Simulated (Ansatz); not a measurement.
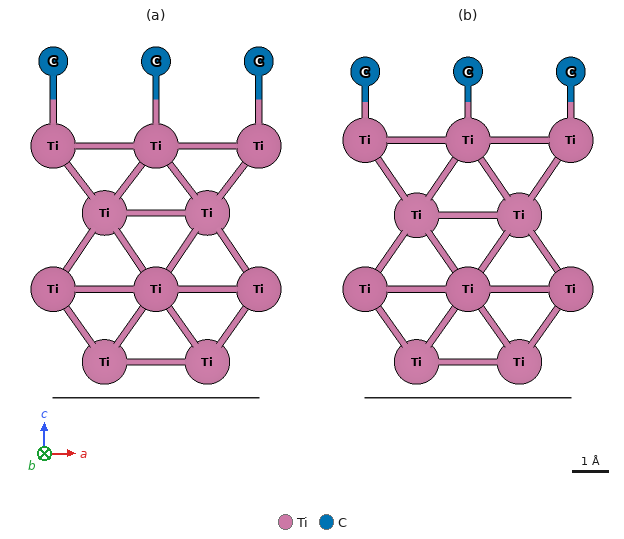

The structure of a slab of composition Ti4C (cut from the Fm-3m phase) before (left) and after (right) a constrained relaxation, at one scale.

A ball-and-stick model of the 2 × 2 repeat of the cell, outlined in the plane, without the vacuum, seen along the b axis.

Case: C put at a top Ti site. The slab is the (1 0 0) face of Ti with C on it. 2 atoms are held fixed.

Computed with DFT PBEsol, scalar-relativistic, plane waves, PAW in Ansatz 0.2.0.

Input file:
```yaml
crystal:
  lattice:
    - [2.8679135958, 0.0, 0.0]
    - [0.0, 2.8679135958, 0.0]
    - [0.0, 0.0, 25.0837634544]
  atoms:
    - { symbol: Ti, position: [0.5, 0.5, 0.3388646212] }
    - { symbol: Ti, position: [0.0, 0.0, 0.4197105897] }
    - { symbol: Ti, position: [0.5, 0.5, 0.5045747292] }
    - { symbol: Ti, position: [0.0, 0.0, 0.579220464] }
    - { symbol: C, position: [0.0, 0.0, 0.6733052294] }
basis:
  ecutwfc: 420
kpoints:
  mp_grid: { grid: [10, 10, 1] }
hamiltonian:
  xc: pbesol
scf:
  occupations: { method: gaussian, width: 0.1 }
output:
  forces: true
  eigenvalues: true
  write_density: true
  write_potential: true
  elf: true
  volumetric_format: npy
relax:
  adjacent_minimum: "off"
  f_tol: 0.03
  max_steps: 70
  constraints: [{ sites: [0, 1] }]
efield:
  axis: 3
  dipole_correction: true
  ramp_width: 0.04
```

Run as
```bash
ansatz run input.yaml --threads 1 --pin off --max-ram 2560MiB --backend cpu --events-out ev --progress --plain --runs-dir out
```

Q: What changed between the two?

A: Over 4 accepted moves (5 points after the start) the energy falls by 0.613 eV per cell of the calculation. Largest force component: 2.2 eV/Å at the start, 0.0091 eV/Å at the end. 1 step only repeated the SCF at the same geometry. The largest move is that of C5, 0.29 Å along the normal (−c). Largest moves by element: C 0.29 Å, Ti 0.16 Å. The cell stays as it was. Among the contacts that change: Ti4–C5 2.360 → 1.915 Å, Ti3–Ti4 2.760 → 2.917 Å, Ti2–Ti3 2.940 → 2.893 Å.

Limits of the set-up: the periodic images lie only 2.9 Å apart, so the values are limited by the cell's size.
